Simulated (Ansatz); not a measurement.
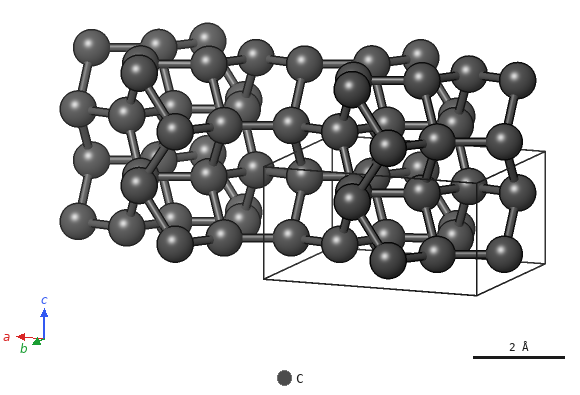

This is the input geometry for a relaxation of a crystal of C (a generated structure, set up in Cmcm) (coarse preliminary run). The picture is a ball-and-stick view of the cell of the calculation, repeated 2 × 1 × 2 with one cell outlined, seen from a free direction.

These are results of DFT PBE, scalar-relativistic, plane waves, PAW in Ansatz 0.2.0, not measurements.

The input:
```yaml
crystal:
  lattice:
    - [3.37220125, -4.27855965, 0.0]
    - [3.37220125, 4.27855965, 0.0]
    - [0.0, 0.0, 2.5190174]
  atoms:
    - { symbol: C, position: [0.24691433, 0.34321463, 0.75] }
    - { symbol: C, position: [0.34321463, 0.24691433, 0.25] }
    - { symbol: C, position: [0.58287591, 0.00475331, 0.75] }
    - { symbol: C, position: [0.72613229, 0.27386771, 0.75] }
    - { symbol: C, position: [0.37868746, 0.62131254, 0.75] }
    - { symbol: C, position: [0.27386771, 0.72613229, 0.25] }
    - { symbol: C, position: [0.41712409, 0.99524669, 0.25] }
    - { symbol: C, position: [0.62131254, 0.37868746, 0.25] }
    - { symbol: C, position: [0.75308567, 0.65678537, 0.25] }
    - { symbol: C, position: [0.00475331, 0.58287591, 0.25] }
    - { symbol: C, position: [0.99524669, 0.41712409, 0.75] }
    - { symbol: C, position: [0.65678537, 0.75308567, 0.75] }
basis:
  ecutwfc: 420
kpoints:
  mp_grid: { grid: [4, 4, 6] }
hamiltonian:
  xc: pbe
scf:
  occupations: { method: gaussian, width: 0.1 }
  lower_state_search: "off"
output:
  forces: true
  stress: true
  eigenvalues: true
relax:
  adjacent_minimum: "off"
  f_tol: 0.04
  max_steps: 70
  cell: { stress_tol: 0.4 }
```

Command:
```bash
ansatz run input.yaml --threads 1 --pin off --max-ram 2560MiB --backend cpu --events-out ev --progress --plain --runs-dir out
```

**Where does the relaxation end?**

The largest moves relative to the cell, 0.11 Å, are those of C1, C2, C9 and C12. C9 goes along [−2 −3 0]. The drawn cell changes as follows: a = b 5.448 → 5.629 Å (+3.3 %), c 2.519 → 2.522 Å (+0.1 %), γ 103.5° → 100.6°; the volume changes by +8.1 %. Some distances before and after: C3–C4 1.491 → 1.568 Å, C10–C11 1.544 → 1.583 Å, C1–C11 1.517 → 1.552 Å, C1–C2 1.505 → 1.532 Å. Bond angles that change, for instance: C2–C8–C9 131.3° → 124.1°, C3–C4–C11 137.7° → 144.1°, C7–C3–C7 109.4° → 105.6°. The space group stays Cmcm (No. 63). After 5 accepted moves (8 points after the start) the energy has fallen by 1.060 eV per cell of the calculation. Largest force component: 1.6 eV/Å at the start, 0.0046 eV/Å at the end. Pressure: 30.24 GPa at the start and 0.07 GPa at the end. The line search rejected the trial step at point 4 of the run. At 2 points the geometry stayed and the basis and grid were re-selected for the new cell (energy shift of 47.4 meV per cell of the calculation at most each time). The run took 41 s on 1 thread of Arm Neoverse V2, on a shared host, peak memory 0.35 GiB.

Final geometry:

```
C
1.0
     3.59659   -4.33029    0.00000
     3.59659    4.33029    0.00000
     0.00000    0.00000    2.52181
C
12
Direct
  0.26053 0.36091 0.75000
  0.36091 0.26053 0.25000
  0.58502 0.00014 0.75000
  0.73671 0.26329 0.75000
  0.36644 0.63356 0.75000
  0.26329 0.73671 0.25000
  0.41498 0.99986 0.25000
  0.63356 0.36644 0.25000
  0.73947 0.63909 0.25000
  0.00014 0.58502 0.25000
  0.99986 0.41498 0.75000
  0.63909 0.73947 0.75000
```

After the run, drawn alike:

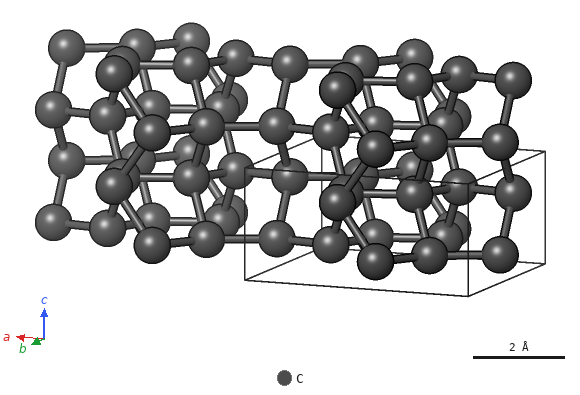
